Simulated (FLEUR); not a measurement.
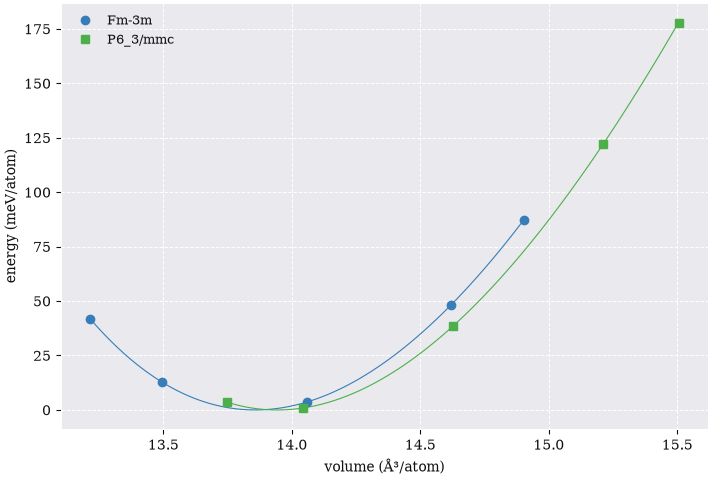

Figure. Energy against volume, with one curve for each structure, for Ir. Each energy curve has its own zero, so the curves don't rank the structures.

Settings that differ: Fm-3m: k mesh 12×12×12; P6_3/mmc: k mesh 11×11×6.

The fitted equilibrium volumes, smallest first, are Fm-3m 13.857, P6_3/mmc 13.943 Å³/atom. The fitted bulk moduli, smallest first, are P6_3/mmc 406.3, Fm-3m 410.1 GPa.

Method: all-electron LAPW DFT, no spin polarisation; energies at scaled volumes of the given cell, shape and fractions fixed, counted from the fit's minimum, third-order Birch-Murnaghan fit (FLEUR MaX-R8.1 (later development tree)). Level: SCAN.

```csv
setting,value
occupations,Fermi–Dirac
smearing width,0.05 eV
potentials,all electron
```
